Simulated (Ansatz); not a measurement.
## ZnSe: an electron-density study

Space group F-43m.

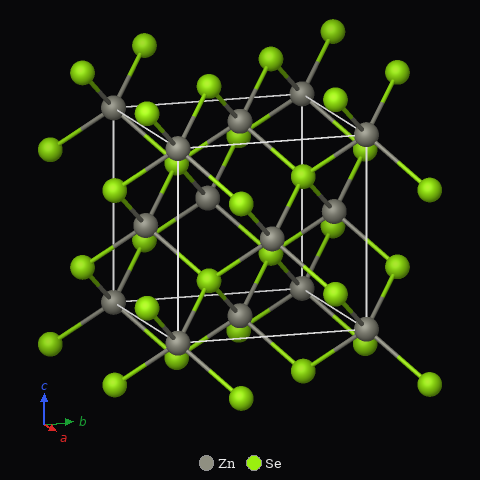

The conventional cell.

```cif
data_structure
_symmetry_space_group_name_H-M 'P 1'
_symmetry_Int_Tables_number 1
_cell_length_a 5.6676
_cell_length_b 5.6676
_cell_length_c 5.6676
_cell_angle_alpha 90.000
_cell_angle_beta 90.000
_cell_angle_gamma 90.000
_cell_volume 182.05
loop_
_atom_site_label
_atom_site_type_symbol
_atom_site_fract_x
_atom_site_fract_y
_atom_site_fract_z
_atom_site_occupancy
Zn1 Zn 0.50000 0.50000 0.00000 1
Zn2 Zn 0.00000 0.50000 0.50000 1
Zn3 Zn 0.00000 0.00000 0.00000 1
Zn4 Zn 0.50000 0.00000 0.50000 1
Se1 Se 0.25000 0.75000 0.25000 1
Se2 Se 0.75000 0.75000 0.75000 1
Se3 Se 0.75000 0.25000 0.25000 1
Se4 Se 0.25000 0.25000 0.75000 1
```

Theory: DFT PBEsol, scalar-relativistic, plane waves, PAW (Ansatz 0.2.0).

Core electrons are frozen (PAW), so the maps are meaningful between the atoms, not at the nuclei.

Part 1: Bonding charge

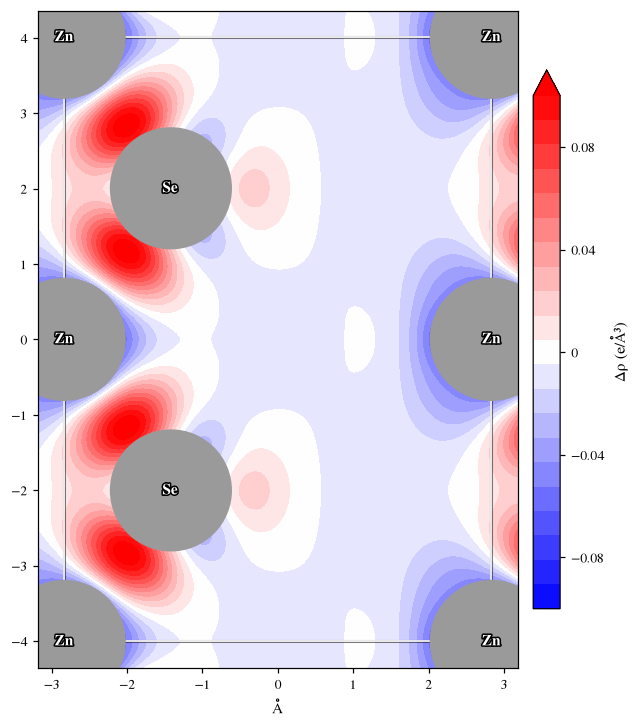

Deformation density (self-consistent density less superposed neutral spherical atoms): a map on the (011) plane of the conventional cell, with grey discs over the atomic cores. Cores are masked to 0.8 Å (Zn) and 0.8 Å (Se).

**Read the map: where is density gained and where lost?**

Se–Zn (2.45 Å): Δρ is +0.09 e/Å³ at the midpoint, with a peak of 0.11 e/Å³ 1.0 Å from Se: a build-up of bond charge. Over the whole cell, outside the masked cores, the largest gain, 0.11 e/Å³, lies 1.0 Å from a selenium nucleus and 1.5 Å from a zinc one, and the largest loss lies at the edge of the masked core of Zn. In all about 0.18 e an atom is rearranged against the free atoms. Bader charges: Zn +0.72 and Se −0.72 e.

Part 2: Change of volume

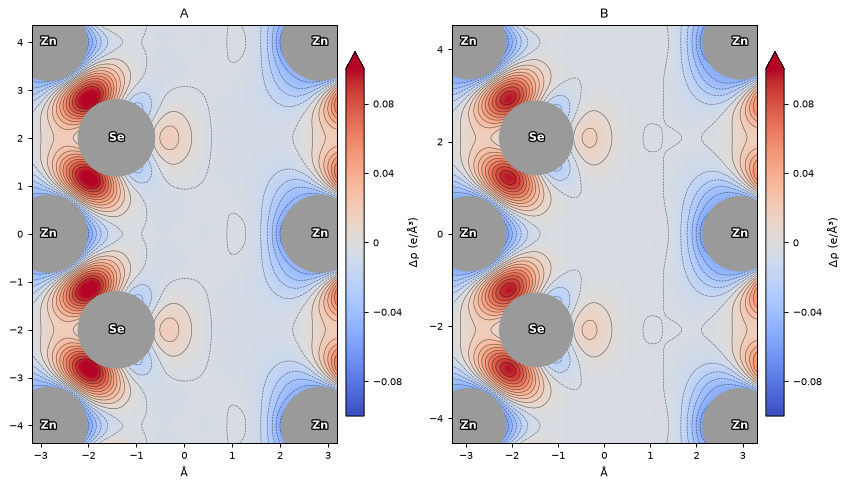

ZnSe: deformation density on the (011) plane of the conventional cell at two volumes, with the same fractional coordinates and one colour scale. Grey discs cover the cores.

**How do the two volumes compare, and how does the bonding charge respond?**

B is the larger cell: B has 112 % of the volume of A.
From A to B, Se–Zn goes from 2.45 to 2.55 Å, and Δρ at its midpoint from +0.09 to +0.08 e/Å³.
The pressure is −1.1 GPa in A and −6.3 GPa in B.
Bader charges in A: Zn +0.72 and Se −0.72 e; in B: Zn +0.73 and Se −0.73 e.
The rearranged charge is 0.18 e an atom in A and 0.19 e in B.

Part 3: Moving an atom

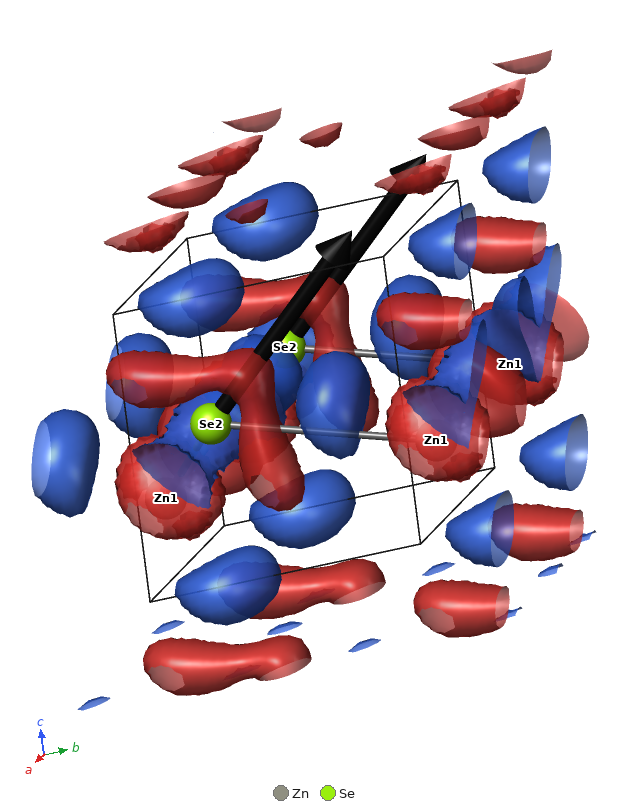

Se2 was moved by 0.10 Å along [−1 1 1] in the axes of the cell drawn (arrow, not to scale). Change of the density less the rigid motion of the neutral atom's own density: blue surfaces at +0.008 and red ones at −0.008 e/Å³, in the cell of the calculation (origin moved) seen slightly off an axis.

**How do the electrons respond beyond following the atom?**

About 0.06 e is rearranged in the cell. Outside the cores the largest gain, 0.017 e/Å³, lies 1.1 Å from a zinc nucleus and 1.4 Å from a selenium one, and the largest loss, 0.017 e/Å³, lies 1.2 Å from a zinc nucleus and 1.4 Å from a selenium one.

**What restoring force does the calculation give for this move?**

The force on it changes by 0.54 eV/Å along the move, against it: a stiffness of about 5.4 eV/Å² for this sublattice shift.

Part 4: Putting it together

Charge passes from Zn (Pauling electronegativity 1.65) to Se (2.55), the direction that the scale predicts; the Bader charges fall short of whole formal charges, as they usually do. The two pressures give a mean stiffness −ΔP/Δln V of about 46 GPa over this range, with the atoms held at their fractional positions.
